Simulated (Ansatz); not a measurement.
```
CELL_PARAMETERS angstrom
5.08032 0.00000 0.00000
0.00000 5.16487 0.00000
0.00000 0.00000 4.89088
ATOMIC_POSITIONS crystal
Hf 0.22259 0.78180 0.27207
Hf 0.72259 0.71820 0.72793
Hf 0.77741 0.21820 0.27207
Hf 0.27741 0.28180 0.72793
O 0.18682 0.16365 0.10453
O 0.68682 0.33635 0.89547
O 0.81318 0.83635 0.10453
O 0.31318 0.66365 0.89547
O 0.00000 0.50000 0.48905
O 0.50000 0.00000 0.51095
O 0.00000 0.00000 0.57562
O 0.50000 0.50000 0.42438
```

Space group P2₁2₁2; a structure from a database of computed crystals, not necessarily the ambient phase; computed pressure about 10 GPa in this cell.

These are results of Kohn-Sham DFT of a periodic cell, PBE, Ansatz PAW (Ansatz 0.2.0), not measurements.

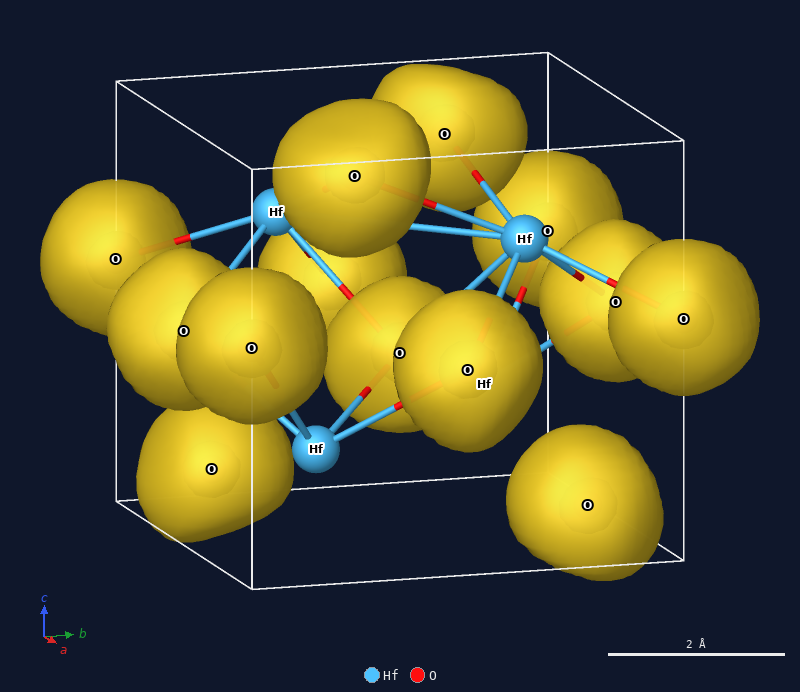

HfO2. Isosurface of the ELF at 0.65 (yellow), seen slightly off an axis. Only the valence region is drawn (cores and ρ < 0.01 e/Å³ removed). Sticks mark near contacts.

Core electrons are frozen (PAW), and the valence fields are smoothed inside the atomic spheres.

> Where are the electrons localised?

The surface consists of eight regions wrapped around O (the valence shell of each), counted in one cell of 12 atoms. Regions shared between cells count once. Along the contacts the grid gives the following. Hf–O (1.99 Å): the ELF peaks at about 0.80 in the valence shell of O, 0.6 Å from its nucleus, and drops to about 0.20 between the two atoms (no shared electron pair shows on this line). Hf–Hf (3.19 Å): the ELF is about 0.10 at the midpoint (no shared electron pair shows on this line).

> Metal or insulator at this level of theory?

It is gapped, with a Kohn–Sham gap of 3.9 eV on the k-point mesh, an upper bound to the gap of this method.
